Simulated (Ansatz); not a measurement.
# Si: what the fields show

```yaml
crystal:
  lattice:
    - [5.44421, 0.00000, 0.00000]
    - [0.00000, 5.44421, 0.00681]
    - [0.00000, 0.00681, 5.44421]
  atoms:
    - { symbol: Si, position: [0.50000, 0.00000, 0.00000] }
    - { symbol: Si, position: [0.00000, 0.50000, 0.00000] }
    - { symbol: Si, position: [0.00000, 0.00000, 0.50000] }
    - { symbol: Si, position: [0.50000, 0.50000, 0.50000] }
    - { symbol: Si, position: [0.75000, 0.25000, 0.25000] }
    - { symbol: Si, position: [0.25000, 0.75000, 0.25000] }
    - { symbol: Si, position: [0.25000, 0.25000, 0.75000] }
    - { symbol: Si, position: [0.75000, 0.75000, 0.75000] }
```

Space group Fd-3m; changed on purpose from its base cell (strain +0.0025 x Voigt [0, 0, 0, 1, 0, 0], atoms carried along).

Computed with DFT r2SCAN, scalar-relativistic, plane waves, PAW in Ansatz 0.2.0.

In a PAW calculation such maps are meaningful between the atoms, not at the nuclei.

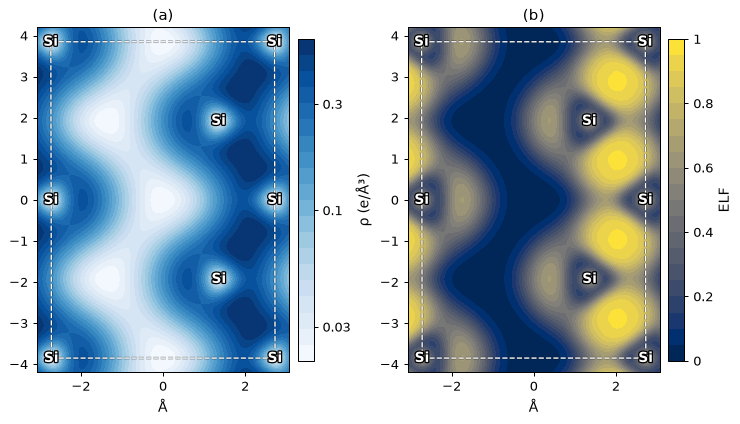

Figure 1. (a) valence electron density; (b) ELF on the (110) plane of the conventional cell.

Q: What does the map show?

A: The plane passes through Si nuclei.
Si–Si (2.36 Å): ρ is about 0.58 e/Å³ halfway; the ELF peaks at about 0.95 between the atoms; localised, covalent bonding.
Between the atoms the lowest density in this plane is 0.02 e/Å³.

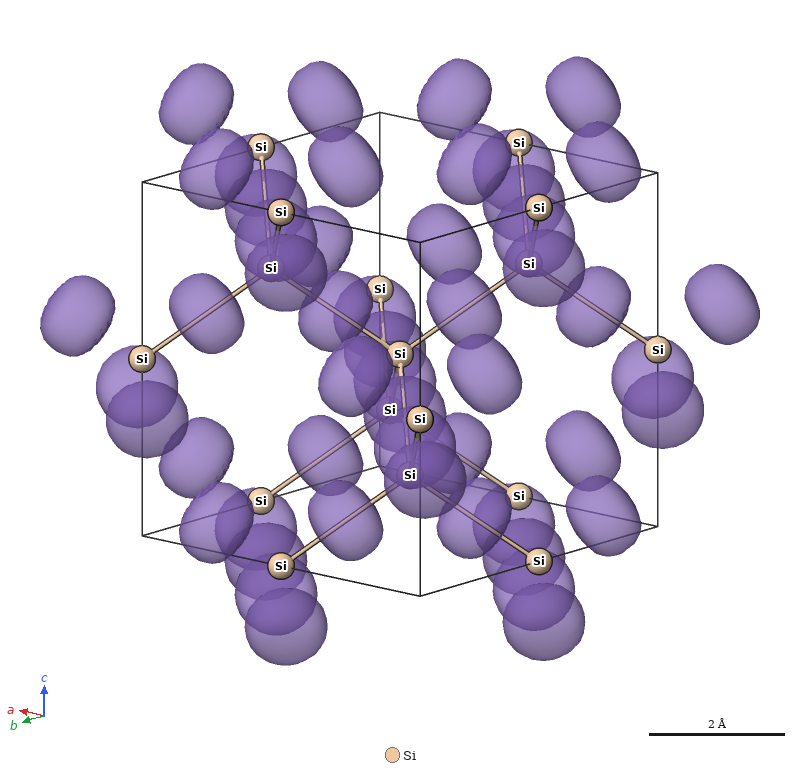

Figure 2. Isosurface of the ELF at 0.85 (purple), seen at an oblique angle. Core shells and regions of very low density are left out. Sticks mark near contacts.

Q: Describe the localisation domains.

A: The surface consists of 16 regions between bonded Si–Si atoms (shared pairs), counted in one cell of 8 atoms. Any copies at cell faces, edges or corners count once.

Q: Does the calculation give a band gap?

A: It is gapped, with a Kohn–Sham gap of 0.81 eV on the k-point mesh (the band edges may lie off the mesh, which would make the gap smaller).
